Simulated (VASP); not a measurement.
InAs: geometry relaxation (part 1 of 2)

- system: InAs (F-43m, 2 atoms in the cell)
- method: Kohn-Sham DFT of a periodic cell, PBEsol, VASP PAW PBE potentials, recommended, no spin polarisation (VASP 6.6.1)

The structure derives from an entry of the Crystallography Open Database.

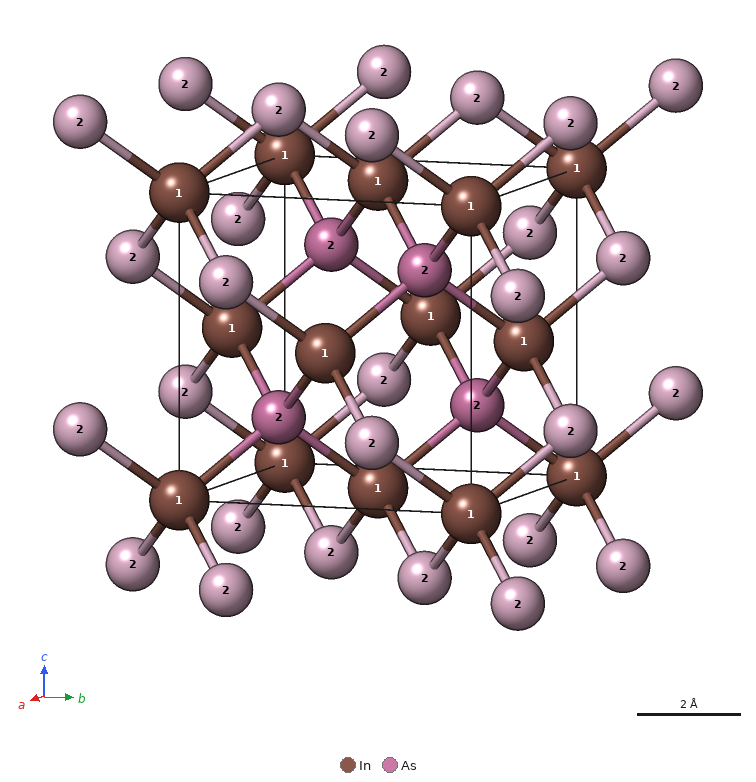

The structure as given in the input (ball-and-stick view of the cell 4 times as large as that of the calculation, set on its symmetry axes, seen slightly off an axis; neighbours outside the cell are drawn fainter; atoms are numbered from 1 in the order of the input). Near neighbours in the crystal (not all of them lie inside the picture): In has 4 As at 2.61 Å; As has 4 In at 2.61 Å.

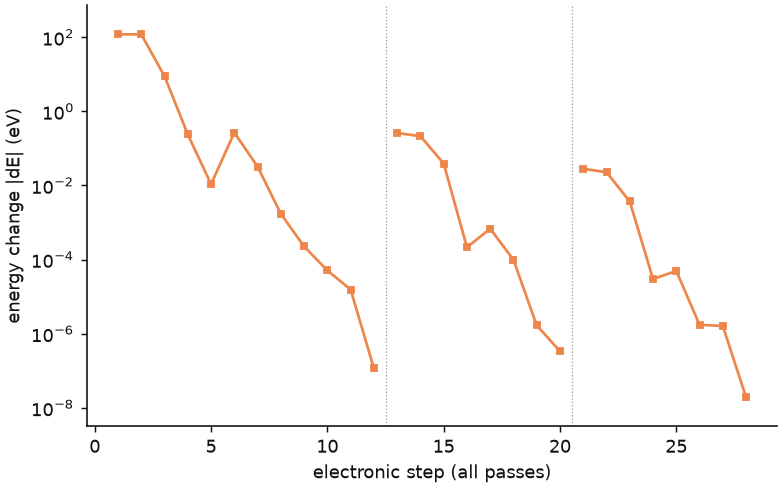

Convergence of the self-consistent field: energy change |dE| against the electronic step. Each stretch between dotted lines is the SCF of one geometry step of a relaxation. The 3 ionic steps take 8 to 12 electronic steps each. The density is held fixed in the first few steps, and dE rises again when its update begins.

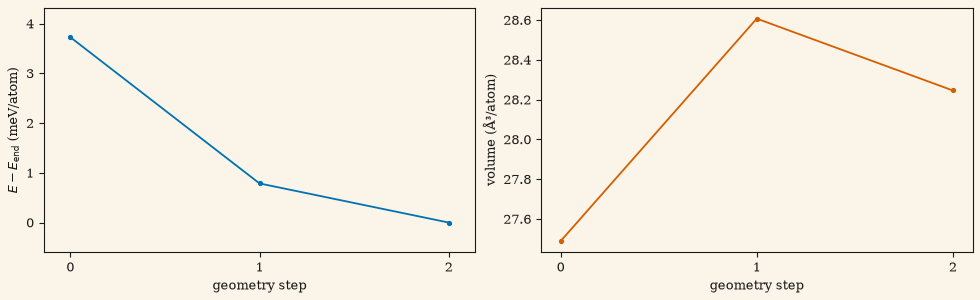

Progress of the relaxation, step by step (steps are counted from 0).

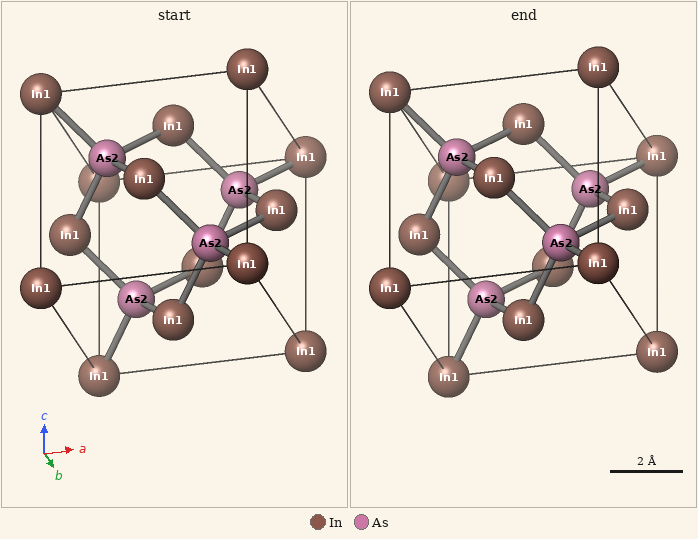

Before (left) and after (right) the relaxation, at one scale (ball-and-stick view of the cell 4 times as large as that of the calculation, set on its symmetry axes, seen at an oblique angle). The energy falls by 3.7 meV per atom in 2 geometry steps. All forces vanish by symmetry, so only the cell relaxes. The atoms keep their places relative to the cell (all moves are under 0.005 Å). Cell: a = b = c 6.036 → 6.091 Å (+0.9 %). Volume +2.8 %. Distances before and after: In1–As2 2.614 → 2.637 Å. The space group stays F-43m (No. 216). (Atoms are counted from 1 in the order of the input.)

The input and output of the run follow.

### INCAR
```
PREC = Accurate ; ENCUT = 600
EDIFF = 1E-6 ; ISMEAR = 0
SIGMA = 0.03 ; LREAL = F
LASPH = T ; NELM = 80
ALGO = Normal ; ISIF = 3
LWAVE = F ; LCHARG = F
GGA = PS ; IBRION = 2
NSW = 90 ; EDIFFG = -0.01
KPAR = 8
```

### KPOINTS
```
Automatic mesh
0
Gamma
  10 10 10
```

### POSCAR
```
InAs
1.0
    0.0000000000      3.0180000000      3.0180000000
    3.0180000000      0.0000000000      3.0180000000
    3.0180000000      3.0180000000      0.0000000000
In As
1 1
Direct
    0.0000000000      0.0000000000      0.0000000000
    0.2500000000      0.2500000000      0.2500000000
```

Run as:
```bash
cat potpaw_PBE.64/In_d/POTCAR potpaw_PBE.64/As/POTCAR > POTCAR
mpirun -np 8 vasp_std > vasp.out
```

### OSZICAR
```
N       E                     dE             d eps       ncg     rms          rms(c)
DAV:   1     0.119291886365E+03    0.11929E+03   -0.92793E+03  1227   0.166E+03
DAV:   2     0.308393182188E+00   -0.11898E+03   -0.11569E+03  1257   0.345E+02
DAV:   3    -0.853404393308E+01   -0.88424E+01   -0.87385E+01  1630   0.948E+01
DAV:   4    -0.877199673425E+01   -0.23795E+00   -0.23779E+00  1366   0.170E+01
DAV:   5    -0.878278515059E+01   -0.10788E-01   -0.10788E-01  1822   0.328E+00    0.451E+00
DAV:   6    -0.851625121368E+01    0.26653E+00   -0.46812E-01  1830   0.141E+01    0.248E+00
DAV:   7    -0.848400813510E+01    0.32243E-01   -0.13408E-01  1702   0.410E+00    0.681E-01
DAV:   8    -0.848229555694E+01    0.17126E-02   -0.13513E-02  1523   0.169E+00    0.216E-01
DAV:   9    -0.848252103294E+01   -0.22548E-03   -0.10398E-03  1487   0.403E-01    0.113E-01
DAV:  10    -0.848257182024E+01   -0.50787E-04   -0.12742E-04  1860   0.165E-01    0.757E-02
DAV:  11    -0.848258732359E+01   -0.15503E-04   -0.52339E-05  1307   0.108E-01    0.489E-02
DAV:  12    -0.848258744005E+01   -0.11646E-06   -0.56106E-06  1337   0.200E-02
   1 F= -.84825874E+01 E0= -.84825643E+01  d E =-.848259E+01
       N       E                     dE             d eps       ncg     rms          rms(c)
DAV:   1    -0.874183421321E+01   -0.25925E+00   -0.67567E+00  1557   0.591E+01    0.306E+00
DAV:   2    -0.852843259253E+01    0.21340E+00   -0.43880E-01  1502   0.159E+01    0.118E+00
DAV:   3    -0.848946480743E+01    0.38968E-01   -0.13020E-01  1607   0.807E+00    0.563E-01
DAV:   4    -0.848925114424E+01    0.21366E-03   -0.52517E-03  1262   0.819E-01    0.397E-01
DAV:   5    -0.848856920863E+01    0.68194E-03   -0.49440E-04  1497   0.238E-01    0.191E-01
DAV:   6    -0.848847067809E+01    0.98531E-04   -0.22957E-04  1752   0.178E-01    0.261E-02
DAV:   7    -0.848846900308E+01    0.16750E-05   -0.21360E-05  1546   0.824E-02    0.695E-03
DAV:   8    -0.848846934036E+01   -0.33728E-06   -0.37179E-06  1342   0.392E-02
   2 F= -.84884693E+01 E0= -.84884462E+01  d E =-.588190E-02
       N       E                     dE             d eps       ncg     rms          rms(c)
DAV:   1    -0.851655727324E+01   -0.28088E-01   -0.66212E-01  1547   0.173E+01    0.105E+00
DAV:   2    -0.849380796022E+01    0.22749E-01   -0.49969E-02  1482   0.576E+00    0.366E-01
DAV:   3    -0.849012168369E+01    0.36863E-02   -0.11439E-02  1602   0.244E+00    0.203E-01
DAV:   4    -0.849009189974E+01    0.29784E-04   -0.45721E-04  1262   0.224E-01    0.141E-01
DAV:   5    -0.849004247176E+01    0.49428E-04   -0.56107E-05  1531   0.813E-02    0.545E-02
DAV:   6    -0.849004420295E+01   -0.17312E-05   -0.19854E-05  1845   0.572E-02    0.110E-02
DAV:   7    -0.849004258816E+01    0.16148E-05   -0.22697E-06  1175   0.284E-02    0.211E-03
DAV:   8    -0.849004260738E+01   -0.19219E-07   -0.44565E-07   661   0.154E-02
   3 F= -.84900426E+01 E0= -.84900195E+01  d E =-.745517E-02
```

### Parts of OUTCAR
```
PREC = Accurate
   ENCUT = 600
   EDIFF = 1E-6
   ISMEAR = 0
   LREAL = F
   LASPH = T
   NELM = 80
   ISIF = 3
   GGA = PS
   IBRION = 2
   NSW = 90
   EDIFFG = -0.01

 ion  position               nearest neighbor table
   1  0.000  0.000  0.000-   2 2.61   2 2.61   2 2.61   2 2.61
   2  0.250  0.250  0.250-   1 2.61   1 2.61   1 2.61   1 2.61

  LATTYP: Found a face centered cubic cell.
 ALAT       =     6.0360000000

  Lattice vectors:

 A1 = (   0.0000000000,   3.0180000000,   3.0180000000)
 A2 = (   3.0180000000,   0.0000000000,   3.0180000000)
 A3 = (   3.0180000000,   3.0180000000,   0.0000000000)

Analysis of symmetry for initial positions (statically):
=====================================================================
 Subroutine PRICEL returns:
 Original cell was already a primitive cell.

 Routine SETGRP: Setting up the symmetry group for a
 face centered cubic supercell.

 Subroutine GETGRP returns: Found 24 space group operations
 (whereof 24 operations were pure point group operations)
 out of a pool of 48 trial point group operations.

The static configuration has the point symmetry T_d .

Analysis of symmetry for dynamics (positions and initial velocities):
=====================================================================
 Subroutine PRICEL returns:
 Original cell was already a primitive cell.

 Routine SETGRP: Setting up the symmetry group for a
 face centered cubic supercell.

 Subroutine GETGRP returns: Found 24 space group operations
 (whereof 24 operations were pure point group operations)
 out of a pool of 48 trial point group operations.

The dynamic configuration has the point symmetry T_d .

 Subroutine INISYM returns: Found 24 space group operations
 (whereof 24 operations are pure point group operations),
 and found     1 'primitive' translations

----------------------------------------------------------------------------------------

                                     Primitive cell

  volume of cell :      54.9778

  direct lattice vectors                    reciprocal lattice vectors
     0.000000000  3.018000000  3.018000000    -0.165672631  0.165672631  0.165672631
     3.018000000  0.000000000  3.018000000     0.165672631 -0.165672631  0.165672631
     3.018000000  3.018000000  0.000000000     0.165672631  0.165672631 -0.165672631

  length of vectors
     4.268096531  4.268096531  4.268096531     0.286953414  0.286953414  0.286953414

  position of ions in fractional coordinates (direct lattice)
     0.000000000  0.000000000  0.000000000
     0.250000000  0.250000000  0.250000000

  ion indices of the primitive-cell ions
   primitive index   ion index
                 1           1
                 2           2

----------------------------------------------------------------------------------------

 KPOINTS: Automatic mesh

Automatic generation of k-mesh.
 Grid dimensions read from file:
 generate k-points for:   10   10   10

 Generating k-lattice:

  Cartesian coordinates                     Fractional coordinates (reciprocal lattice)
    -0.016567263  0.016567263  0.016567263     0.100000000  0.000000000  0.000000000
     0.016567263 -0.016567263  0.016567263     0.000000000  0.100000000  0.000000000
     0.016567263  0.016567263 -0.016567263     0.000000000  0.000000000  0.100000000

  Length of vectors
     0.028695341  0.028695341  0.028695341

  Shift w.r.t. Gamma in fractional coordinates (k-lattice)
     0.000000000  0.000000000  0.000000000

 Subroutine IBZKPT returns following result:
 ===========================================

 Found     47 irreducible k-points:

 Following reciprocal coordinates:
            Coordinates               Weight
  0.000000  0.000000  0.000000      1.000000
  0.100000  0.000000  0.000000      8.000000
  0.200000  0.000000  0.000000      8.000000
  0.300000  0.000000  0.000000      8.000000
  0.400000  0.000000  0.000000      8.000000
  0.500000  0.000000  0.000000      4.000000
  0.100000  0.100000  0.000000      6.000000
  0.200000  0.100000  0.000000     24.000000
  0.300000  0.100000  0.000000     24.000000
  0.400000  0.100000  0.000000     24.000000
  0.500000  0.100000  0.000000     24.000000
 -0.400000  0.100000  0.000000     24.000000
 -0.300000  0.100000  0.000000     24.000000
 -0.200000  0.100000  0.000000     24.000000
 -0.100000  0.100000  0.000000     12.000000
  0.200000  0.200000  0.000000      6.000000
  0.300000  0.200000  0.000000     24.000000
  0.400000  0.200000  0.000000     24.000000
  0.500000  0.200000  0.000000     24.000000
 -0.400000  0.200000  0.000000     24.000000
 -0.300000  0.200000  0.000000     24.000000
 -0.200000  0.200000  0.000000     12.000000
  0.300000  0.300000  0.000000      6.000000
  0.400000  0.300000  0.000000     24.000000
 [... further k-points ...]
   k-points           NKPTS =     47   k-points in BZ     NKDIM =     47   number of bands    NBANDS=     13
   number of dos      NEDOS =    301   number of ions     NIONS =      2
   total plane-waves  NPLWV =  46656
   dimension x,y,z NGX =    36 NGY =   36 NGZ =   36
   dimension x,y,z NGXF=    72 NGYF=   72 NGZF=   72
   ions per type =               1   1
   NGX,Y,Z   is equivalent  to a cutoff of  14.02, 14.02, 14.02 a.u.
   NGXF,Y,Z  is equivalent  to a cutoff of  28.04, 28.04, 28.04 a.u.
 SYSTEM =  unknown system
   PREC   = accura    normal or accurate (medium, high low for compatibility)
   ISTART =      0    job   : 0-new  1-cont  2-samecut
   ICHARG =      2    charge: 1-file 2-atom 10-const
   ISPIN  =      1    spin polarized calculation?
   LNONCOLLINEAR =      F non collinear calculations
   LSORBIT =      F    spin-orbit coupling
   LASPH  =      T    aspherical Exc in radial PAW
   ENCUT  =  600.0 eV  44.10 Ry    6.64 a.u.   8.52  8.52  8.52*2*pi/ulx,y,z
   NELM   =     80;   NELMIN=  2; NELMDL= -5     # of ELM steps
   EDIFF  = 0.1E-05   stopping-criterion for ELM
   LREAL  =      F    real-space projection
   EDIFFG = -.1E-01   stopping-criterion for IOM
   NSW    =     90    number of steps for IOM
   IBRION =      2    ionic relax: 0-MD 1-quasi-New 2-CG
   NFREE  =      1    steps in history (QN), initial steepest desc. (CG)
   ISIF   =      3    stress and relaxation
   ISYM   =      2    0-nonsym 1-usesym 2-fastsym
   POTIM  = 0.5000    time-step for ionic-motion
   TEBEG  =    0.0;   TEEND  =   0.0 temperature during run
   PSTRESS=    0.0 pullay stress
   NELECT =      18.0000    total number of electrons
   NUPDOWN=      -1.0000    fix difference up-down
   EMIN   =  10.00;   EMAX   =-10.00  energy-range for DOS
   EFERMI =   0.00;   METHOD = LEGACY
   ISMEAR =     0;   SIGMA  =   0.03  broadening in eV -4-tet -1-fermi 0-gaus
   EFERMI_NEDOS =   21; number of points for ismear=-14 and -15
   IALGO  =     38    algorithm
   IMIX   =      4    mixing-type and parameters
     AMIX     =   0.40;   BMIX     =  1.00
     AMIX_MAG =   1.60;   BMIX_MAG =  1.00
  volume/ion in A,a.u.               =      27.49       185.50
  Fermi-wavevector in a.u.,A,eV,Ry     =   1.128331  2.132236 17.321990  1.273130
  Thomas-Fermi vector in A             =   2.265020
   LORBIT       =      0    0 simple, 1 ext, 2 COOP (PROOUT), +10 PAW based schemes
   GGA     = PS    functional components
   LHFCALC =     F    Hartree Fock is set to
   AEXX    =    0.0000 exact exchange contribution
   IVDW    =     0    specifies the selected vdW correction
   LEPSILON=     F    determine dielectric tensor
   LRPA    =     F    only Hartree local field effects (RPA)
 conjugate gradient relaxation of ions
 non-spin polarized calculation
 Gauss-broadening in eV      SIGMA  =   0.03
  energy-cutoff  :      600.00
  volume of cell :       54.98
 maximum number of plane-waves:      1854
 NGX is ok and might be reduce to    36
   NGX = 17   NGY = 17   NGZ = 17

--------------------------------------- Ionic step        1  -------------------------------------------

 number of electron      18.0000003 magnetization

 Free energy of the ion-electron system (eV)
  ---------------------------------------------------
  ext. energy  EPLUGINS =         0.00000000
  ---------------------------------------------------
  free energy    TOTEN  =        -8.48258744 eV

  energy without entropy =       -8.48254116  energy(sigma->0) =       -8.48256430

 E-fermi :   4.4372     XC(G=0):  -9.3082     alpha+bet :-10.1602
```
